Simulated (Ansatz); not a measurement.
**Run report: BN, single-point calculation**

BN (2 atoms in the cell), computed with DFT, r2SCAN, plane waves, PAW, no spin polarisation (Ansatz 0.2.0).

The structure derives from an entry of the Crystallography Open Database. Figures and captions count atoms from 1; the log counts them from 0 in places.

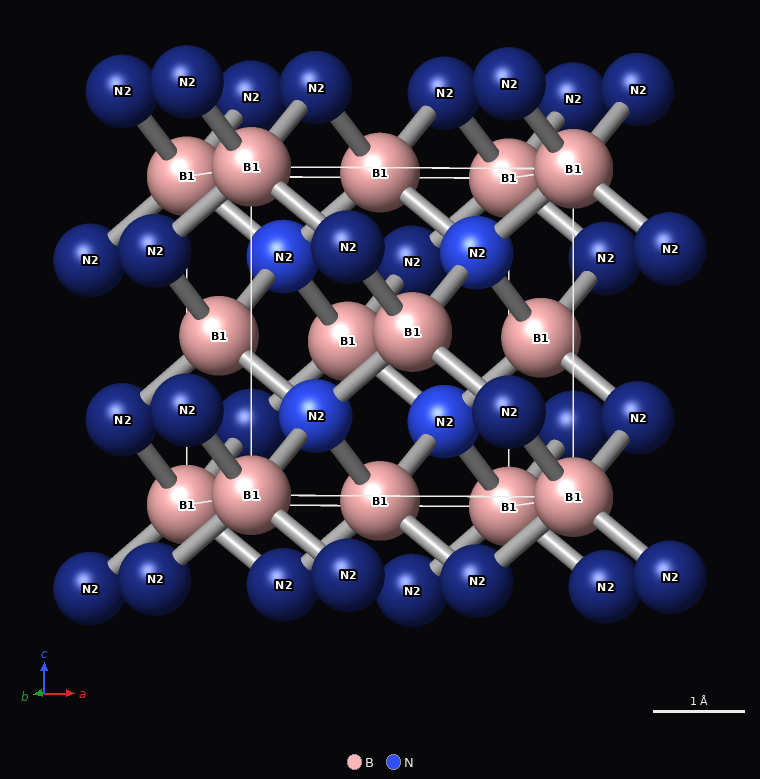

**Figure 1.** The structure (ball-and-stick view of the cell 4 times as large as that of the calculation, set on its symmetry axes, seen at an oblique angle; neighbours outside the cell are drawn fainter; atoms are numbered from 1 in the order of the input). Near neighbours in the crystal (not all of them lie inside the picture): B has 4 N at 1.56 Å; N has 4 B at 1.56 Å.

Key numbers

| quantity | value |
| --- | --- |
| outcome | converged |
| space group (tolerance 0.01 Å) | F-43m (216) |
| electrons treated | 8 |
| free energy | −544.0066 eV |
| Fermi energy | 13.636 eV |
| gap on the k-point mesh | 5.21 eV |
| pressure | 0.04 GPa |
| largest force (length of the vector) | under 0.001 eV/Å |
| hardware | 4 threads of Arm Neoverse V1, 24 GiB of memory available, shared host |
| wall time | 1.7 s (CPU time 5.9 s) |
| peak memory | 0.33 GiB |

Notes

Settings chosen away from the usual ones: kpoints.mp_grid.shift = [0.5, 0.5, 0.5], hamiltonian.xc = "r2scan". Warnings of the run: the k-point mesh lowers the symmetry that the run can use.

Input file
```yaml
crystal:
  lattice:
    - [0.0, 1.8048042025, 1.8048042025]
    - [1.8048042025, 0.0, 1.8048042025]
    - [1.8048042025, 1.8048042025, 0.0]
  atoms:
    - { symbol: B, position: [0.0, 0.0, 0.0] }
    - { symbol: "N", position: [0.75, 0.75, 0.75] }
basis:
  ecutwfc: 500
  ecutrho_ratio: 4
kpoints:
  mp_grid: { grid: [12, 12, 12], shift: [0.5, 0.5, 0.5] }
hamiltonian:
  xc: r2scan
scf:
  occupations: { method: gaussian, width: 0.05 }
output:
  forces: true
  stress: true
  write_density: true
  write_potential: true
  elf: true
  volumetric_format: npy
```

Run as:
```bash
ansatz run input.yaml --threads 4 --pin off --max-ram 7168MiB --backend cpu --events-out ev --progress --plain --runs-dir out
```

The program's output
```
Warning: crystal.symmetry: narrowed to the stabiliser of the k-point mesh — unitary ops 24 → 6; excluded 18 operations that carry a point of the 12×12×12 mesh (shift [0.5, 0.5, 0.5]) off the mesh (the run samples exactly the mesh kpoints.mp_grid names, as under crystal.symmetry.detect: false, and its converged state has the mesh's symmetry, not the crystal's; ε∞, the Born charges and the force constants of a linear response (`dielectric:` by the response, `phonons.method: dfpt`) are averaged over those of the crystal's operations that the state keeps within a tolerance, where `mesh_tensors`, `unaveraged_element` or `gamma_mean_max_change_ev_ang2` stands beside them; a row that `dielectric.field_direction` solves alone is averaged likewise, with nothing beside; a Γ-centred mesh of equal divisions is mapped onto itself by every operation and keeps the whole group, as does a half-shifted one under kpoints.further_shifts: images)
Engine: ansatz 0.2.0, aarch64-unknown-linux-gnu
Pseudopotentials: kind: paw
Pseudopotential: B, paw, valence charge 3, recommended cutoff 500 eV (meta_gga), B.paw.azcp
Pseudopotential: N, paw, valence charge 5, recommended cutoff 500 eV (meta_gga), N.paw.azcp
Functional definition: r2SCAN
  parameter k0 = 0.174
  parameter k1 = 0.065
  parameter a1 = 4.9479
  exchange = r2scan_x(k0 = k0, k1 = k1, a1 = a1)
  correlation = r2scan_c
Crystal: 2 atoms, lattice volume = 11.758 Å³
Basis set: ecut = 500 eV, 307 PW (Γ), exchange–correlation on 80×80×80 points (64 copies of the dense FFT grid, shifted against one another)
Bands: 8, of which v1, the nominal top of the filled ones, is band 4 counted from 1 (3 counted from 0)
Symmetry: 6 space group operations
k-points: 182 of 1728 (time reversal used)
Non-local potential: B, projectors of the file, l = 0: 2, l = 1: 2, l = 2: 1
Non-local potential: N, projectors of the file, l = 0: 2, l = 1: 2, l = 2: 1
PAW form: soft (Blöchl's): semilocal exchange-correlation on the pseudo side does not see the compensation charge
PAW frozen core: B, regenerated for the run's functional (the file was generated under x = pbe(κ = 0.804, μ = 0.2195149727645171), c = pbe(β = 0.06672455060314922))
PAW frozen core: N, regenerated for the run's functional (the file was generated under x = pbe(κ = 0.804, μ = 0.2195149727645171), c = pbe(β = 0.06672455060314922))
PAW one-centre angular grid: B, 302 points (default); XC on 160 Gauss nodes
PAW one-centre angular grid: N, 302 points (default); XC on 160 Gauss nodes
Initial density: superposition of atomic densities (neutral atoms: chi_scale 0, normalization atom), corrected by the library's trained network
Initial wavefunctions: pseudopotential atomic-orbital guess
Functional: x = r2scan, c = r2scan; τ floored in thin density (d = 2e-4 eV/Å³)
SCF iter   1: F=—  HF=-543.914214 eV  |F-HF|=—  |Δ(HF+E_count)|=         —  Δρ=1.17e-2  dr2=1.22e-2  dr2_τ=3.29e-1  ethr=1.77e-3  ⟨swp⟩=4.6  Hψ=9593  notcnv=0
preconditioner: auto → none  [insulator: Δε(μ)=5.152 eV  Ē_g=21.381 eV  σ=0.050 eV  W_gap=1.00  n_scr=0 (ndim 8)  ℏωp=30.6 eV  f_vac=0.000  D(μ)=0.00/eV (n_scr^D=0)  ε∞_Penn≈3.1]
SCF iter   2: F=—  HF=-544.006360 eV  |F-HF|=—  |Δ(HF+E_count)|=   9.21e-2  Δρ=6.54e-3  dr2=1.85e-3  dr2_τ=2.28e-4  ethr=1.53e-4  ⟨swp⟩=2.0  Hψ=4368  notcnv=0
SCF iter   3: F=—  HF=-544.006608 eV  |F-HF|=—  |Δ(HF+E_count)|=   2.48e-4  Δρ=1.59e-3  dr2=1.09e-4  dr2_τ=2.90e-5  ethr=2.31e-5  ⟨swp⟩=2.0  Hψ=1904  notcnv=0
SCF iter   4: F=—  HF=-544.006622 eV  |F-HF|=—  |Δ(HF+E_count)|=   1.46e-5  Δρ=1.61e-4  dr2=1.58e-6  dr2_τ=1.72e-7  ethr=1.37e-6  ⟨swp⟩=2.0  Hψ=2179  notcnv=0
SCF iter   5: F=—  HF=-544.006623 eV  |F-HF|=—  |Δ(HF+E_count)|=   2.56e-7  Δρ=6.21e-5  dr2=3.70e-7  dr2_τ=1.69e-8  ethr=1.97e-8  ⟨swp⟩=2.6  Hψ=2204  notcnv=0
SCF iter   6: F=-544.006623 eV  HF=-544.006623 eV  |F-HF|=2.59e-9  |Δ(HF+E_count)|=   4.22e-9  Δρ=1.07e-5  dr2=9.73e-9  dr2_τ=2.30e-10  ethr=1.25e-9  ⟨swp⟩=8.9  Hψ=9992  notcnv=0
SCF 1 converged in 6 iterations: F = -544.006623 eV  dr2 = 9.73e-9
  greatest PAW one-centre occupation: 0.797 electrons in one spin orbital (limit 2), on the N atom at site 1 (counted from 0), in its partial waves of l = 0
```

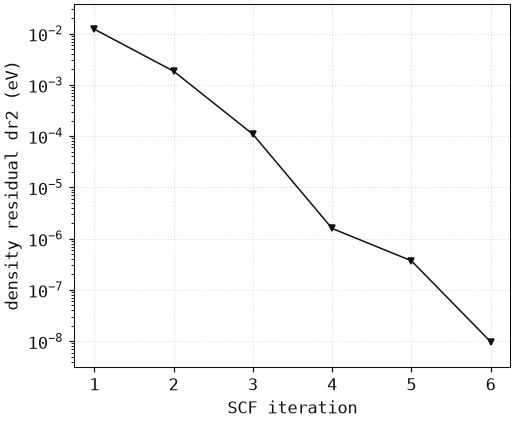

**Figure 2.** Convergence of the self-consistent field: density residual dr2 against the SCF iteration. The residual falls at every step.

```
SCF converged after 6 iterations
Free energy (F): -544.006623 eV
Harris-Foulkes:  -544.006623 eV  (|F-HF|=2.59e-9)
Internal energy: -544.006623 eV  (E = F + TS)
E sigma→0 (E₀):  -544.006623 eV
Fermi energy:    13.636227 eV
--- Per-component energies (eV) ---
  E_band       = 22.331994
  E_kinetic    = 186.172117
  E_local      = -174.769049  (includes V_loc(G=0)·N_el)
  E_nonlocal   = 55.887480
  E_hartree    = 49.520728
  E_xc         = -92.367607
  E_vxc        = -127.842304  (∫ρ·V_xc dr)
  E_paw        = -209.482342  (= ΣΔE_a)
  E_vpaw       = -23.157203  (= ΣTr[D̂ρ^β])
  E_aug_tail   = 0.000018  (compensation charges beyond the density's cutoff)
  E_vtau       = 7.000603  (kinetic-family band-sum trace: ∫τ·v_τ [+ j·A + Jᵃ·Aᵃ] dr)
  E_ewald      = -358.919961
  E_core_change = -0.048007  (= ΣΔE_core)
  E_smearing   = -0.000000  (= −TS)
  E_closure    = -0.000000  (closes the sum)
  Σ components = -544.006623   (vs F -544.006623, Δ=0.00e0)
--- Forces (eV/Å), atoms counted from 1 ---
  atom   1  B      0.00000357     0.00000357     0.00000357
  atom   2  N     -0.00000360    -0.00000360    -0.00000360
  max |Σ_I F_I| component: 2.35e-8 eV/Å
--- Stress (GPa, compression-positive) ---
        0.040721      -0.000076      -0.000076
       -0.000076       0.040721      -0.000076
       -0.000076      -0.000076       0.040721
  P = ⅓ Tr σ = 0.0407 GPa (0.407 kbar)
--- Band table (eV; the first three rows and the last of 182) ---
  k-point 0: bands = ["-10.2151", "10.8265", "11.0324", "11.0324", "20.7363", "20.7439", "20.7439", "22.3296"]
  k-point 1: bands = ["-9.9817", "9.7614", "10.5042", "10.9477", "20.9184", "20.9330", "21.3677", "23.0779"]
  k-point 2: bands = ["-9.4076", "7.4996", "9.9401", "10.5471", "21.2930", "21.5411", "22.0688", "24.5002"]
  k-point 181: bands = ["-5.8474", "0.1453", "8.3966", "8.8713", "21.9983", "22.6947", "23.0681", "27.7429"]
```

File rho_z.tsv
```
# z_ang	rho[e/angstrom^3]
# format = ansatz-planar-average/11
# lattice	0.000000000	1.804804202	1.804804202
# lattice	1.804804202	0.000000000	1.804804202
# lattice	1.804804202	1.804804202	0.000000000
# sites	2
# site	5	0.000000000	0.000000000	0.000000000
# site	7	2.707206304	2.707206304	2.707206304
0.000000	7.289361e-1
0.127619	5.897704e-1
0.255238	4.817879e-1
0.382857	4.053682e-1
0.510476	3.556531e-1
0.638095	3.280033e-1
0.765714	3.205795e-1
0.893333	3.349214e-1
1.020951	3.738731e-1
1.148570	4.404344e-1
1.276189	5.371935e-1
1.403808	6.606997e-1
1.531427	7.960233e-1
1.659046	9.238920e-1
1.786665	1.032439e0
1.914284	1.113319e0
2.041903	1.149928e0
2.169522	1.122678e0
2.297141	1.027671e0
2.424760	8.849990e-1
```

File v_z.tsv
```
# z_ang	v_es[eV]	v_tot[eV]
# format = ansatz-planar-average/11
# xc	r2scan
# density_cutoff_ev	2000
# datasets	B=:simpson_from_first_knot:soft:shift=0	N=:simpson_from_first_knot:soft:shift=0
# lattice	0.000000000	1.804804202	1.804804202
# lattice	1.804804202	0.000000000	1.804804202
# lattice	1.804804202	1.804804202	0.000000000
# sites	2
# site	5	0.000000000	0.000000000	0.000000000
# site	7	2.707206304	2.707206304	2.707206304
0.000000	-3.895766e0	-1.892471e1
0.127619	-1.757921e0	-1.575669e1
0.255238	5.487616e-1	-1.230228e1
0.382857	2.918880e0	-8.867735e0
0.510476	5.425235e0	-5.607543e0
0.638095	7.861593e0	-2.694832e0
0.765714	9.792286e0	-6.206817e-1
0.893333	1.098903e1	4.035728e-1
1.020951	1.128460e1	3.882937e-1
1.148570	1.051795e1	-9.076144e-1
1.276189	8.765929e0	-3.481996e0
1.403808	6.301082e0	-6.903264e0
1.531427	3.538256e0	-1.059412e1
1.659046	7.976727e-1	-1.408924e1
1.786665	-1.771914e0	-1.728238e1
1.914284	-4.032005e0	-2.012235e1
2.041903	-5.745261e0	-2.217306e1
2.169522	-6.640799e0	-2.312745e1
2.297141	-6.571635e0	-2.294429e1
2.424760	-5.590361e0	-2.148252e1
```

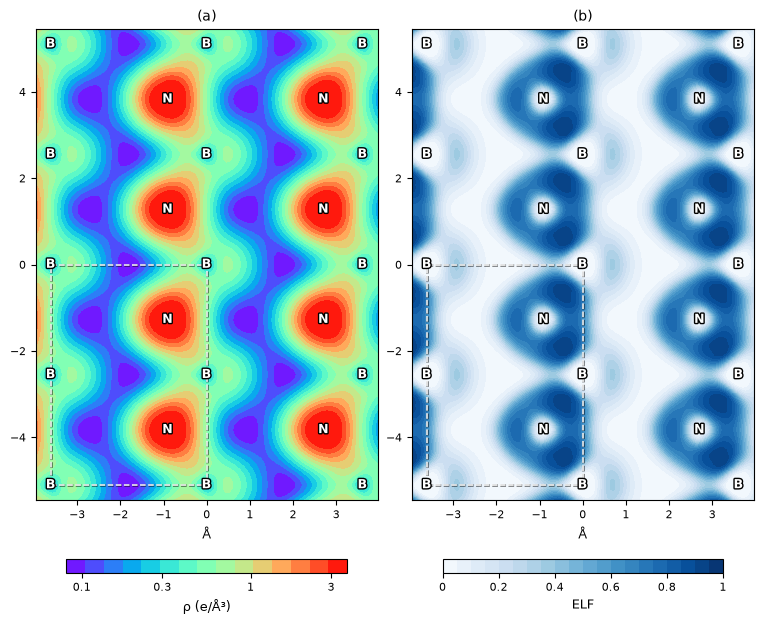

**Figure 3.** (a) valence pseudo-density; (b) electron localisation function on the (011) plane of the conventional cell. Away from the nuclei the density in this plane falls to 0.08 e/Å³ at its lowest. The fields are those of the smooth PAW valence density.

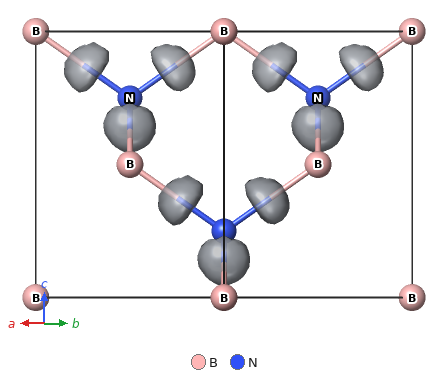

**Figure 4.** Isosurface of the electron localisation function at 0.85 (grey), seen along [110]. Core shells and regions of very low density are left out. Sticks mark near contacts. The outline is the cell set on symmetry axes. Profiles from the grid: B–N (1.56 Å): the ELF peaks at about 0.95 between the atoms (a shared but strongly polarised pair).
